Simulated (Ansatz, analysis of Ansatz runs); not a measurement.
# F centre in LiF: hyperfine coupling, r2SCAN, part 2 of 2

How near does this set-up come to the measured hyperfine coupling? Subject: F centre in LiF. Set-up: r2SCAN, 64-site cell, r2SCAN lattice, 500 eV, k: the single point 1/4 1/4 1/4 then 2x2x2 shifted 0.5 0.5 0.5. The model is a cell of 64 host atoms with 1 F taken out. The isotropic coupling follows from the spin density at the nucleus, the nuclear g-factor and the total spin. A meta-GGA costs about twice a GGA and mends lattice constants and part of the gap.

Ansatz 0.2.0; r2SCAN, 64-site cell, r2SCAN lattice, 500 eV, k: the single point 1/4 1/4 1/4 then 2x2x2 shifted 0.5 0.5 0.5.

So far: The structure; Relaxation, charge 0.

### 2. Relaxation, charge 0 (continued)

Level of this step: plane-wave PAW DFT, r2SCAN; relaxation of all atoms of a defect supercell (Ansatz).

Step by step:

```csv
step,energy less that of the first step (eV),largest force component (eV/Å)
1,0.0000,0.1777
2,-0.0127,0.0974
3,-0.0227,0.0135
4,-0.0227,0.0135
```

Forces are held to the 12 operations that the run works with; a distortion that breaks them can't arise in this run.

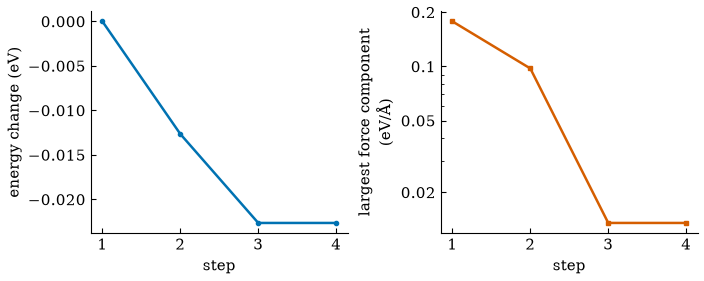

Energy and largest force along the relaxation.

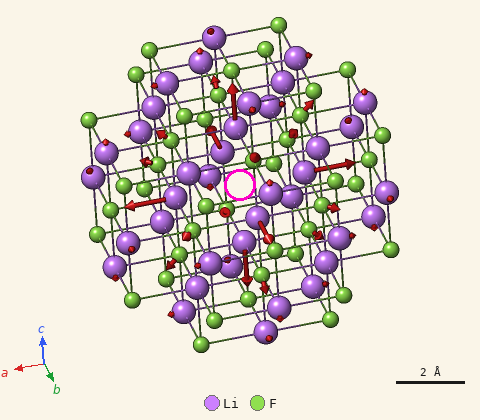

Displacements in the relaxation near the centre, exaggerated; the longest in the cell stands for 0.04 Å. A ring marks the centre wherever it is empty.

The atoms that moved most (Å):

| atom | dx | dy | dz | length |
| --- | --- | --- | --- | --- |
| Li56 | 0.038 | 0.000 | 0.000 | 0.038 |
| Li25 | -0.038 | 0.000 | 0.000 | 0.038 |
| Li19 | 0.000 | 0.000 | -0.038 | 0.038 |
| Li12 | 0.000 | -0.038 | 0.000 | 0.038 |
| Li28 | 0.000 | 0.038 | 0.000 | 0.038 |
| Li27 | 0.000 | 0.000 | 0.038 | 0.038 |
| F30 | -0.009 | 0.009 | 0.000 | 0.013 |
| F29 | -0.009 | 0.000 | 0.009 | 0.013 |

The atoms nearest to the centre after the run:

```csv
atom,distance (Å)
Li12,2.033
Li27,2.033
Li28,2.033
Li19,2.033
Li25,2.033
Li56,2.033
F14,2.834
F8,2.834
F21,2.834
F61,2.834
F60,2.834
F31,2.834
F29,2.834
F24,2.834
F30,2.834
F16,2.834
```

Numbers from this step:

```
free energy                           : -31772.2647 eV
total moment                          : 1 μB
integral of the absolute spin density : 1.020 μB
spin contamination                    : 5.57e-4
```

The relaxation ends 0.4 meV an atom lower, with a largest force component of 0.014 eV/Å.

### 3. Contact spin densities

The relaxed structure is kept, and the final numbers are taken at the final level and k-points.

This step: plane-wave PAW DFT, r2SCAN; single point of a defect supercell.

File point/input.yaml:

```yaml
crystal:
  lattice:
    - [7.97957509, 0.0, 0.0]
    - [0.0, 7.97957509, 0.0]
    - [0.0, 0.0, 7.97957509]
  atoms:
    - { symbol: Li, position: [8.681e-06, 7.98e-07, 7.98e-07] }
    - { symbol: Li, position: [4.0382e-05, 0.250040382, 0.250040382] }
[... 5 atom lines left out ...]
    - { symbol: F, position: [0.24998166, 0.248888936, 0.248888936] }
[... 3 atom lines left out ...]
    - { symbol: Li, position: [0.249985016, 0.245258594, 0.499985016] }
[... 1 atom line left out ...]
    - { symbol: F, position: [-0.001111064, 0.248888936, 0.49998166] }
[... 4 atom lines left out ...]
    - { symbol: Li, position: [0.249985016, 0.499985016, 0.245258594] }
[... 1 atom line left out ...]
    - { symbol: F, position: [-0.001111064, 0.49998166, 0.248888936] }
[... 3 atom lines left out ...]
    - { symbol: Li, position: [-0.004741406, 0.499985016, 0.499985016] }
[... 1 atom line left out ...]
    - { symbol: Li, position: [0.250014984, 0.500014984, 0.754741406] }
    - { symbol: Li, position: [0.250014984, 0.754741406, 0.500014984] }
[... 2 atom lines left out ...]
    - { symbol: F, position: [0.25001834, 0.751111064, 0.751111064] }
[... 24 atom lines left out ...]
    - { symbol: Li, position: [0.504741406, 0.500014984, 0.500014984] }
[... 3 atom lines left out ...]
    - { symbol: F, position: [0.501111064, 0.50001834, 0.751111064] }
    - { symbol: F, position: [0.501111064, 0.751111064, 0.50001834] }
[... 1 atom line left out ...]
    - { symbol: F, position: [0.74998978, 0.750024298, 0.750024298] }
basis:
  ecutwfc: 500
  xc_grid: 2
hamiltonian:
  xc: r2scan
kpoints:
  mp_grid: { grid: [2, 2, 2], shift: [0.5, 0.5, 0.5] }
magnetization:
  spin_polarized: true
  initial_magnetization: 1
  spin_locking: { lock_magnetization: hard }
scf:
  occupations: { method: fermi_dirac, width: 0.01 }
  max_iter: 120
output:
  forces: true
  efg: {}
  eigenvalues: true
checkpoint:
  read: "../relax.run"
```

Command:

```console
$ ansatz run input.yaml --threads 2 --pin off --max-ram 3768MiB --backend cpu --events-out ev --progress --plain --runs-dir out
```

Numbers of over 12 decimals in the logs are rounded to 6 here.

The program printed:

```text
[...]
Crystal: 63 atoms, lattice volume = 508.088 Å³
Basis set: ecut = 500 eV, 12965 PW (Γ), exchange–correlation on 120×120×120 points (8 copies of the dense FFT grid, shifted against one another)
Bands: 220, of which v1, the nominal top of the filled ones, is band 157 counted from 1 (156 counted from 0)
Symmetry: 12 space group operations
[...]
k-points: 2 of 8
[...]
Stability of the state it starts from, as read at its close in the collinear treatment: not read, because the mixer in use, unlike msr1, does not test its closes by its own steps (another_mixer); its run was given moments
Starting moments: Σ|m| = 1 μB on 63 of 63 sites; this step starts from the density that it was given
[...]
atom  19  Li V_zz =    -0.021881   η = 0.0028   by run symmetry: allowed
[...]
atom  21  F  V_zz =    +0.125200   η = 0.8738   by run symmetry: allowed
[...]
atom  25  Li V_zz =    -0.021881   η = 0.0028   by run symmetry: allowed
[...]
atom  27  Li V_zz =    -0.021881   η = 0.0028   by run symmetry: allowed
[...]
atom  28  Li V_zz =    -0.021881   η = 0.0028   by run symmetry: allowed
[...]
atom  56  Li V_zz =    -0.021881   η = 0.0028   by run symmetry: allowed
[...]
atom  61  F  V_zz =    +0.125200   η = 0.8738   by run symmetry: allowed
[...]
--- Band table (eV) ---
[...]
[... further k-points left out ...]
[key lines of the parts left out:]
SCF converged after 6 iterations
Magnetization: 1.0000 μB (157.0000 up, 156.0000 down)
Free energy (F): -31772.264688 eV
Fermi energy:    7.747081 (↑ 8.998587, ↓ 4.577433) eV
```

It took 76 s on 2 threads of AMD EPYC 7R43, shared host; peak memory 2.1 GiB; 2.4 min of CPU time.

This step gave:

```yaml
free_energy: -31772.2647 eV
total_moment: 1 μB
integral_of_the_absolute_spin_density: 1.019 μB
spin_contamination: 5.57e-4
```

The atoms' spheres hold 0.21 of the 1 μB, none over 0.02 μB.

Contact couplings A = (2/3) μ0 ge μB gN μN ρs / (2S h), for each element's most abundant magnetic isotope:

| atom | isotope | distance from the centre (Å) | contact spin density (e/Å³) | A (MHz) |
| --- | --- | --- | --- | --- |
| F8 | 19F | 2.83 | 0.201 | 125.0 |
| F14 | 19F | 2.83 | 0.201 | 125.0 |
| F21 | 19F | 2.83 | 0.201 | 125.0 |
| F31 | 19F | 2.83 | 0.201 | 125.0 |
| F60 | 19F | 2.83 | 0.201 | 125.0 |
| F61 | 19F | 2.83 | 0.201 | 125.0 |
| F16 | 19F | 2.83 | 0.201 | 125.0 |
| F24 | 19F | 2.83 | 0.201 | 125.0 |
| F29 | 19F | 2.83 | 0.201 | 125.0 |
| F30 | 19F | 2.83 | 0.201 | 125.0 |

### 4. What came out

| Item | Value |
| --- | --- |
| 7Li, shell I | 40.0 MHz |
| 19F, shell II | 125.0 MHz |
| 7Li, shell III | 0.4 MHz |
| 19F, shell IV | 2.1 MHz |
| integral of the absolute spin density | 1.02 μB |
| time of the whole chain | 2.8 min on 2 threads |

What this shows: 7Li, shell I: computed 40.0 MHz, measured 39.06 MHz; 1.0 MHz (3 %) above the measurement. 19F, shell II: computed 125.0 MHz, measured 105.9 MHz; 19.1 MHz (18 %) above the measurement. 7Li, shell III: computed 0.4 MHz, measured 0.5 MHz; 0.1 MHz (14 %) below the measurement. 19F, shell IV: computed 2.1 MHz, measured 0.48 MHz; 1.6 MHz (334 %) above the measurement. Only the isotropic (Fermi contact) part is computed, with core polarisation; no vibrational averaging. Limits: the periodic copies of the defect are only 8.0 Å apart.

[Logs are printed without paths, hosts, clocks, repeated set-up lines and the standing remarks that a program may print on its own settings, such as how far it seeks lower states.]

[Hosts, paths, dates, database ids (printed as entryN), source tags and the programs' standing remarks are cut or masked in the printed files.]

[For some hosts the program warned that the k-mesh of the response run may be too coarse for force constants and the static dielectric constant; such warnings are not shown here.]
